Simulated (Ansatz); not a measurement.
## Electronic structure of WS2 in real space

```
CELL_PARAMETERS angstrom
5.79378 0.00000 0.00000
0.00000 5.79378 0.00000
0.00000 0.00000 4.95885
ATOMIC_POSITIONS crystal
W 0.50000 0.50000 0.76193
W 0.50000 0.50000 0.23807
S 0.24985 0.24985 0.50000
S 0.75015 0.75015 0.50000
S 0.75015 0.24985 0.50000
S 0.24985 0.75015 0.50000
```

Space group P4/mmm; a structure generated by program, which may or may not match a known phase; the program warned that a starting moment wasn't kept; spin-polarised, but the moments vanished.

Level of theory: Ansatz 0.2.0, DFT PBE, scalar-relativistic, plane waves, PAW.

Core electrons are frozen (PAW), and the valence fields are smoothed inside the atomic spheres.

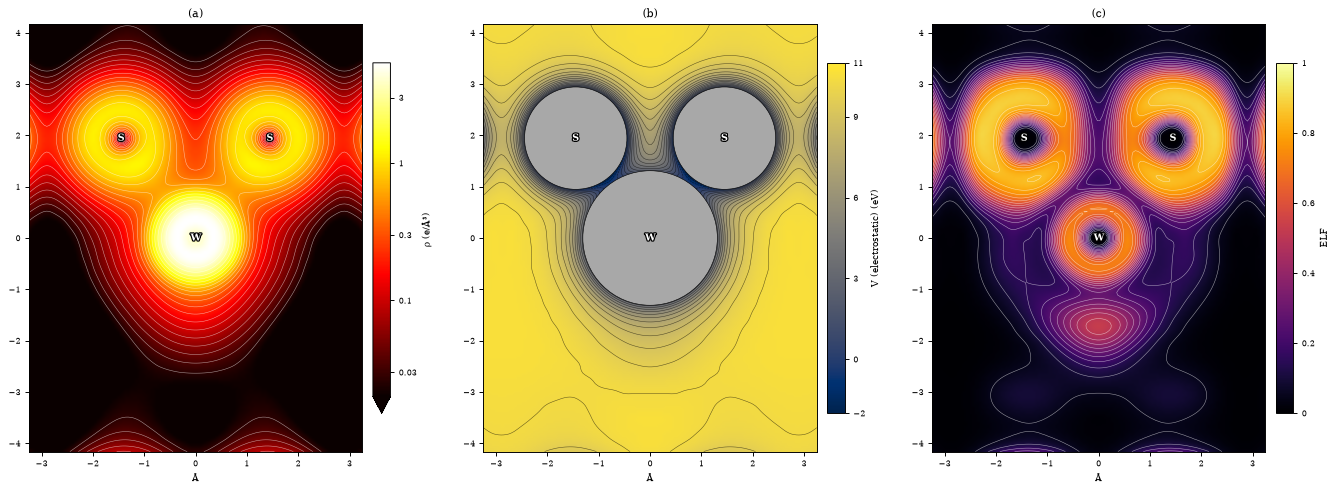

Figure 1. (a) valence pseudo-density; (b) electrostatic potential energy of an electron; (c) electron localisation function on the (011) plane of the conventional cell. Grey discs cover the atomic cores in the potential map.

Q: Read the bonding off the picture.

A:
- Atoms in the plane: W and S.
- W–S (2.43 Å): ρ at the midpoint is about 0.61 e/Å³; the ELF peaks at about 0.85 in the valence shell of S, 0.8 Å from its nucleus, and is about 0.45 at the midpoint.
- Between the atoms the lowest density in this plane is 0.003 e/Å³.
- The features right at W lie inside the PAW spheres, where the map follows smoothed inner orbitals and isn't to be read closely.
- Outside the cores the potential energy rises away from the atoms and is highest about 2.8 Å from the nearest atoms; its zero is arbitrary.

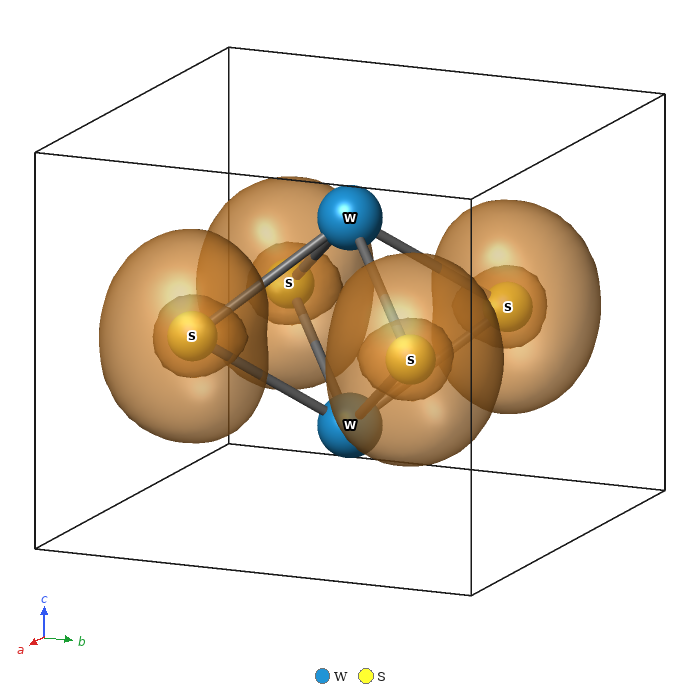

Figure 2. Isosurface of the electron localisation function at 0.7 (orange), seen slightly off an axis. Core shells and regions of very low density are left out. Sticks mark near contacts.

Q: Where are the electrons localised?

A: At this value the surface marks out four regions wrapped around S (the valence shell of each), counted in one cell of 6 atoms. Any copies at cell faces, edges or corners count once. Profiles from the grid: W–W (2.36 Å): the ELF is about 0.35 at the midpoint.

Q: Does the calculation make it a metal, or give it a gap?

A: It is metallic or semimetallic at this level of theory: no gap opens; semilocal functionals without U, or without the true magnetic order, often close the gap of such compounds.
